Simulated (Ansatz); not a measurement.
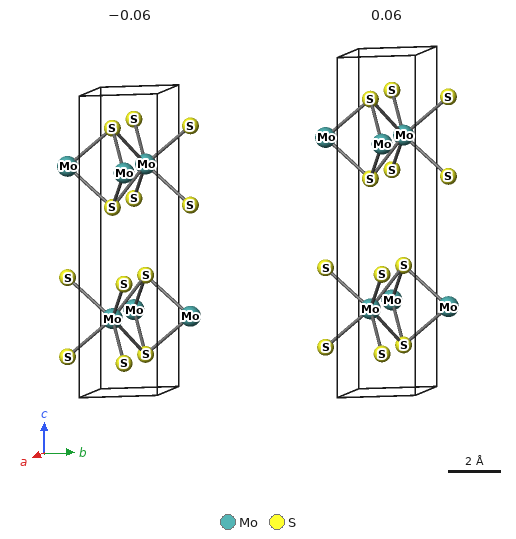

Solid MoS2 (set up in P6_3/mmc), under strain along c alone (the other axes held, atoms relaxed), with energies (extrapolated to zero smearing) counted from the relaxed crystal, which is the row at zero. The picture shows the first and the last member. A ball-and-stick model of the cell of the calculation, seen slightly off an axis.

Computed with Ansatz 0.2.0: DFT PBEsol, scalar-relativistic, plane waves, PAW. Settings: plane-wave cutoff 420 eV; k-point mesh 12 × 12 × 2; occupations gaussian; smearing width 0.02 eV; no spin polarisation; atoms relaxed in a fixed cell; force threshold 0.008 eV/Å.

```csv
strain,energy (meV/atom),a (Å),c (Å),band gap (eV)
−0.06,7.59,3.141,11.830,0.60
−0.04,2.77,3.141,12.082,0.73
−0.02,0.57,3.141,12.333,0.85
0.0,0.00,3.141,12.585,0.97
0.02,0.39,3.141,12.837,1.08
0.04,?,?,?,?
0.06,2.36,3.141,13.340,1.27
```

> Fill in the missing row.

A parabola through three neighbouring rows (0.0, 0.02, 0.06) gives, with Lagrange weights, (−0.3333)(0.00) + (1.0000)(0.39) + (0.3333)(2.36) = 1.18 meV/atom. The calculation gives 1.27 meV/atom (a = 3.141 Å, c = 13.088 Å). The estimate is 0.09 meV/atom too low. For the gap a parabola through the rows 0.0, 0.02, 0.06 gives 1.18 eV, and the calculation 1.18 eV (semilocal gaps, lower than measured ones as a rule).

The whole series:

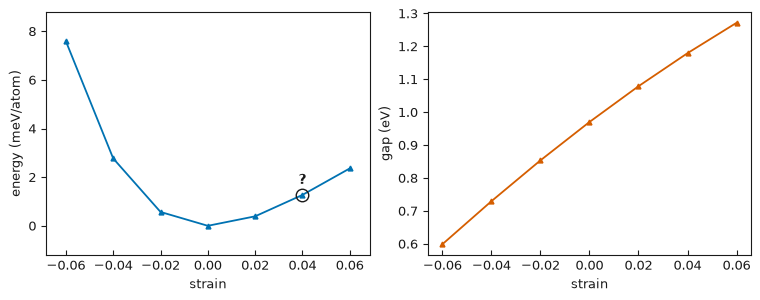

Limits of the set-up: layers or molecules are held without a dispersion correction, so their spacing is unreliable.
